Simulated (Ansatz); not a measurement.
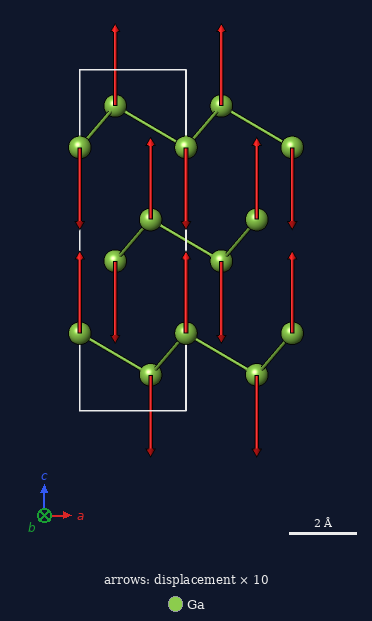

A relaxation of crystalline Ga (built on the grey arsenic (A7)_166 type) (coarse preliminary run). The starting structure is drawn; red arrows show the displacements (the part carried along by the change of the cell is left out), 10 times their true length.

A ball-and-stick model of the conventional cell (3 times the calculation's cell), repeated 2 × 1 × 1 with one cell outlined, seen along the b axis. Lengths and directions refer to the drawn axes.

Case: grey arsenic (A7) type (R-3m, No. 166).

Level of theory: Ansatz 0.2.0, DFT PBE, scalar-relativistic, plane waves, PAW. Settings: plane-wave cutoff 420 eV; k-point mesh 6 × 6 × 6; occupations gaussian; smearing width 0.1 eV; no spin polarisation; cell and atoms relaxed; force threshold 0.04 eV/Å; at most 70 steps.

Describe the change and its energy.

The largest moves relative to the cell, 0.25 Å, are those of Ga atoms. Cell: a = b 3.682 → 3.493 Å (−5.1 %), c 10.242 → 11.161 Å (+9.0 %). Volume −2.0 %. Some distances before and after: Ga–Ga 3.036 → 2.745 Å, Ga–Ga 2.465 → 2.742 Å. Among the angles between lasting bonds that change: Ga–Ga–Ga 96.7° → 79.1°. The space group stays R-3m (No. 166). The energy falls by 0.501 eV per cell of the calculation in 7 accepted moves (10 points after the start). The largest force component goes from 1.7 to 0.014 eV/Å. The pressure goes from 4.94 to −0.20 GPa. The line search rejected the trial steps at points 7, 8 of the run. The SCF was repeated once at an unchanged geometry on a basis and grid sized afresh for the cell, which shifted the energy by less than 0.05 meV per cell of the calculation at most. The run took of the order of 5 core-seconds on a shared host.
